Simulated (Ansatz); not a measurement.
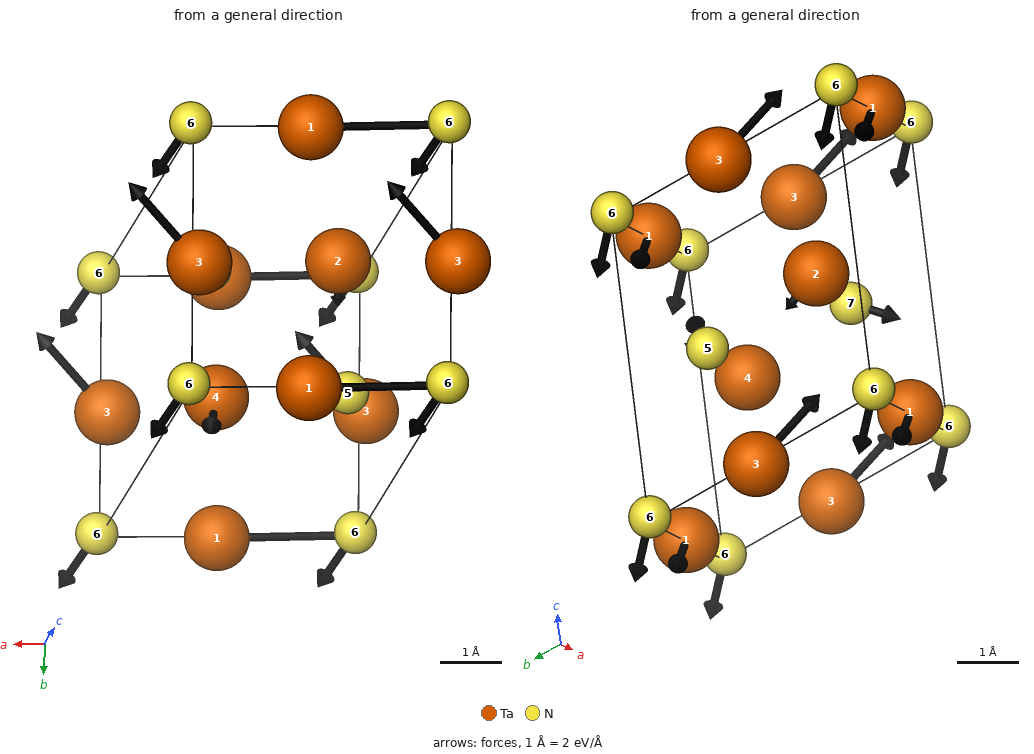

Structure drawing (spheres-only), viewed from two general directions. One cell (the run's own, in a reduced setting) is outlined, and atoms on its boundary appear in each equivalent place. The arrows are the computed forces on the atoms.

System: Ta4N3. All computed values are from Ansatz 0.2.0, DFT PBEsol, scalar-relativistic, plane waves, PAW. Settings: wavefunction cutoff 420 eV, k-points about 0.17 Å⁻¹ apart, Gaussian smearing of 0.15 eV, no spin polarisation.

> Is this an equilibrium geometry?

No. The atoms still feel forces of up to about 4 eV/Å, far above a usual threshold of 0.01 to 0.03 eV/Å.

> Name the atom under the greatest force.

Ta1, about 4 eV/Å.

Starting structure: a structure listed in the Materials Project. The cell was then strained or its atoms displaced on purpose. It was run through Ansatz as a DFT input.
